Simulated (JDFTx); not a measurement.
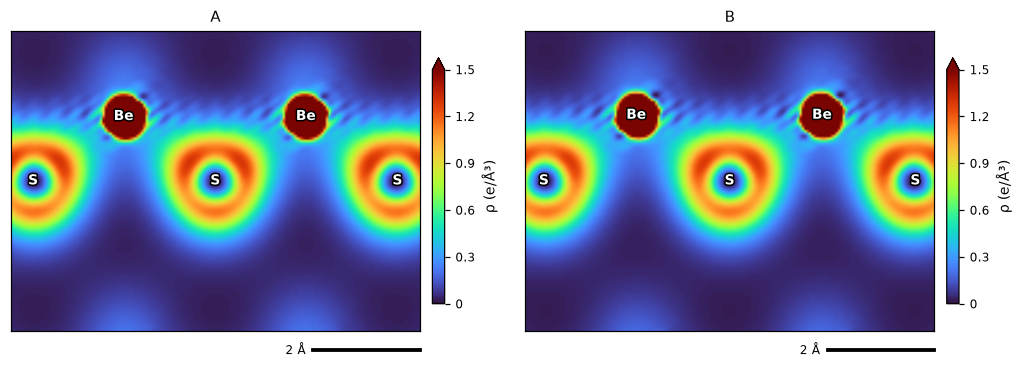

BeS. The valence electron density of two cells that differ in size, on the (011̄) plane of each (indices in the axes of the calculation cell), at one length scale and on one colour scale; one has 14.3 and the other 15.1 Å³ an atom.

Space group F-43m.

The calculation used JDFTx, Kohn-Sham DFT of a periodic cell, PBEsol, PseudoDojo-SR-PBEsol-0.4.1-standard.

The larger cell:

```xyz
2
Lattice="0.0000 2.4726 2.4726 2.4726 0.0000 2.4726 2.4726 2.4726 0.0000" Properties=species:S:1:pos:R:3 pbc="T T T"
S     3.7088    3.7088    3.7088
Be    0.0000    0.0000    0.0000
```

The smaller cell: a = 3.429 Å, b = 3.429 Å, c = 3.429 Å, α = 60.00°, β = 60.00°, γ = 60.00°.

> Which is the denser cell? Describe the effect of the change.

Panel A is the smaller cell, by 6 % in volume. From the larger cell to the smaller, Be–S goes from 2.14 to 2.10 Å, and the density at its midpoint from 0.63 to 0.67 e/Å³; the pressure goes from −6 to −0.6 GPa; the Kohn–Sham gap goes from 3.1 eV to 3.0 eV.
